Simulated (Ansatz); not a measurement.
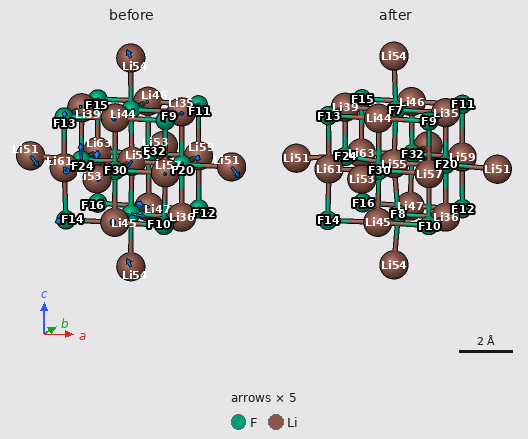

The structure of a defect cell of composition F$_{32}$Li$_{31}$ (cell charge −1) before (left) and after (right) a relaxation, at one scale. The blue arrows give the displacements, magnified 5 times.

The picture is a ball-and-stick view of the atoms within 4.2 Å of the atom that moves most (axes of the cell of the calculation), seen slightly off an axis.

All numbers below come from DFT, PBEsol, PAW, plane waves (Ansatz 0.2.0). Settings: plane-wave cutoff 420 eV; k-point mesh 1 × 1 × 1; mesh shifted by (0.25, 0.25, 0.25); collinear spin; atoms relaxed in a fixed cell; force threshold 0.03 eV/Å; at most 80 steps.

Summarise the run.

Answer. The largest moves, 0.14 Å, are those of F24 and Li55. Li55 goes along [−3 1 −3]. By element the largest moves are Li 0.14 Å, F 0.14 Å. The cell stays as it was. Some distances before and after: F8–Li36 2.010 → 1.891 Å, F8–Li47 2.072 → 1.953 Å, F13–Li61 1.944 → 2.062 Å, F24–Li39 2.003 → 1.891 Å. Bond angles that change, for instance: F8–Li55–F24 87.1° → 100.0°, Li54–F8–Li55 179.1° → 169.9°, Li45–F8–Li47 177.5° → 169.9°. Over 3 geometry steps the energy falls by 1.023 eV per cell of the calculation. Largest force component: 1.1 eV/Å at the start, 0.012 eV/Å at the end. The program noted that the starting moments weren't kept. The run took 34 s on 7 threads of Arm Neoverse-V2, peak memory 1.6 GiB.

Limits of the set-up: the periodic images lie only 8.0 Å apart, so the values are limited by the cell's size; the cell is charged, on a uniform background, and energies carry no finite-size correction.
